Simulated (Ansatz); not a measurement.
System: MgB₂, space group P6/mmm (No. 191).

The given structure:
```xyz
3
Lattice="3.0728 0.0000 0.0000 -1.5364 2.6611 0.0000 0.0000 0.0000 3.5318" Properties=species:S:1:pos:R:3 pbc="T T T"
Mg    0.0000    0.0000    0.0000
B     1.5364    0.8870    1.7659
B     0.0000    1.7741    1.7659
```

Computed with Ansatz 0.2.0: energy, stress and cell of a relaxed crystal along a series of strains, atoms and what the cell freedom names relaxed within the symmetry; plane waves with PAW datasets, Γ-centred k mesh; energies extrapolated to zero smearing. Level: PBE, no spin polarisation.

wave cutoff 420 eV; k mesh 15×15×12; occupations Gaussian; smearing width 0.1 eV; strain kind biaxial in the ab plane; cell freedom length and tilt of c free.

What does the calculation give for the energy change and volume change against strain? The strain takes the values −4.5, −3.0, −1.5, 0.0, 1.5, 3.0, 4.5 %.

The energy rises on both sides of the starting structure, which is therefore a minimum along this path. The energy change is 66.73 meV/atom at strain −4.5 % and 49.87 meV/atom at 4.5 %; the lowest computed point is at strain 0.0 % (0.00 meV/atom), and no other minimum shows. The volume change rises from −8.11 % at strain −4.5 % to 7.49 % at 4.5 %. The solid is metallic at every point.

| strain (%) | energy change (meV/atom) | volume change (%) |
| --- | --- | --- |
| −4.5 | 66.73 | −8.11 |
| −3.0 | 28.59 | −5.50 |
| −1.5 | 6.63 | −2.72 |
| 0.0 | 0.00 | 0.00 |
| 1.5 | 5.93 | 2.40 |
| 3.0 | 22.79 | 4.91 |
| 4.5 | 49.87 | 7.49 |

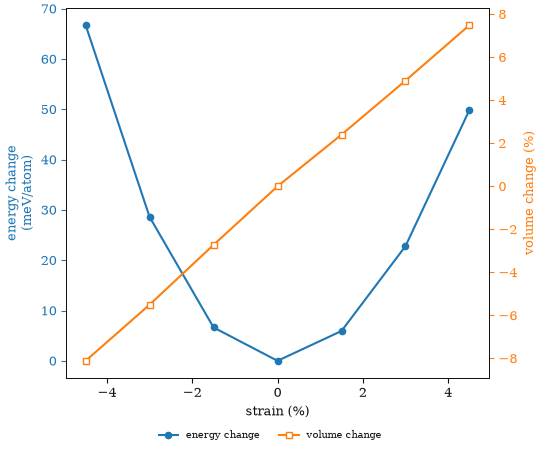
